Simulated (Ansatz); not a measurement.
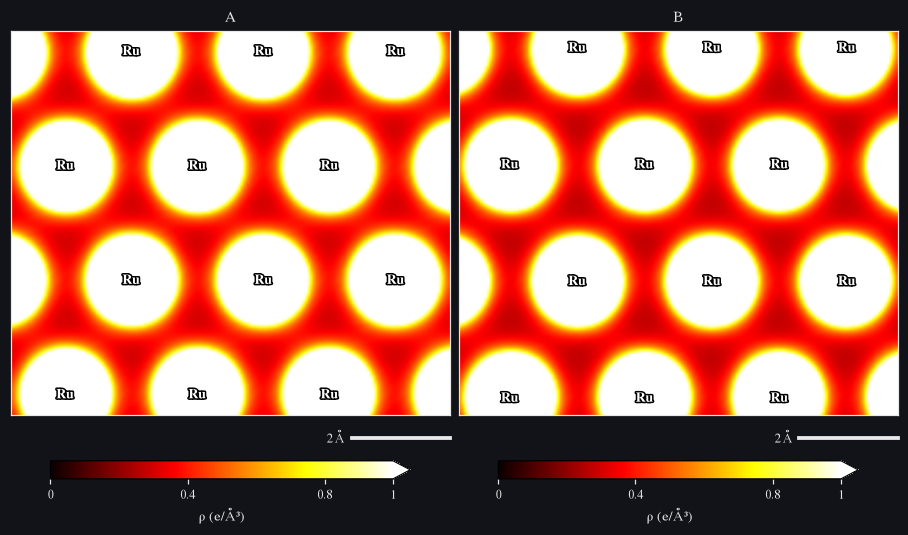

Ru. The valence electron density of two cells that differ in size, on the (001) plane of each (indices in the axes of the calculation cell), at one length scale and on one colour scale: B has 14.6 Å³ an atom and A 13.8.

These are results of Kohn-Sham DFT of a periodic cell, PBE, Ansatz PAW (Ansatz), not measurements.

The larger cell:

```
Ru
1.0
     0.00000    1.94020    1.94020
     1.94020    0.00000    1.94020
     1.94020    1.94020    0.00000
Ru
1
Direct
  0.00000 0.00000 0.00000
```

The smaller cell: a = 2.690 Å, b = 2.690 Å, c = 2.690 Å, α = 60.00°, β = 60.00°, γ = 60.00°.

Question: What changes from the larger cell to the smaller?

Answer: From the larger cell to the smaller, Ru–Ru goes from 2.74 to 2.69 Å, and the density at its midpoint from 0.35 to 0.39 e/Å³; the pressure goes from −15 to 1.3 GPa.
